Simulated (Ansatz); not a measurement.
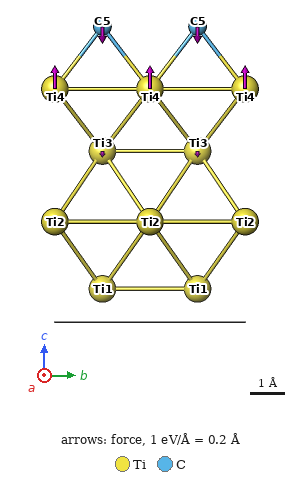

Starting geometry of a slab of composition Ti4C (cut from the Fm-3m phase) with the computed forces as purple arrows. The picture is a ball-and-stick view of the 2 × 2 repeat of the cell, outlined in the plane, without the vacuum, seen along the a axis.

Case: C put at a bridge Ti-Ti site. The slab is the (1 0 0) face of Ti with C on it. 2 atoms are held fixed.

The calculation used Ansatz 0.2.0, DFT PBEsol, scalar-relativistic, plane waves, PAW. Set-up: plane-wave cutoff 420 eV; k-point mesh 10 × 10 × 1; occupations gaussian; smearing width 0.1 eV; no spin polarisation; dipole correction; atoms relaxed in a fixed cell; force threshold 0.03 eV/Å; at most 70 steps.

Question: What follows when this structure is relaxed?

Answer: It isn't relaxed: the largest force vector, on Ti4, is 3.61 eV/Å. The atoms end up moving mostly along the starting forces (cosine between the two patterns 0.89). C5 moves most: 0.44 Å along the normal (−c). Largest moves by element: C 0.44 Å, Ti 0.21 Å. The cell stays as it was. Near-neighbour distances that change, for instance: Ti4–C5 2.364 → 1.893 Å, Ti3–Ti4 2.760 → 3.011 Å, Ti2–Ti3 2.940 → 2.837 Å. Among the angles between lasting bonds that change: Ti4–C5–Ti4 74.7° → 98.5°. After 4 accepted moves (5 points after the start) the energy has fallen by 1.419 eV per cell of the calculation. Largest force component: 3.6 eV/Å at the start, 0.018 eV/Å at the end. 1 step only repeated the SCF at the same geometry. The run may lie on a higher electronic state than the lowest, so the end point isn't shown to be the ground-state structure.

Limits of the set-up: the periodic images lie only 2.9 Å apart, so the values are limited by the cell's size.
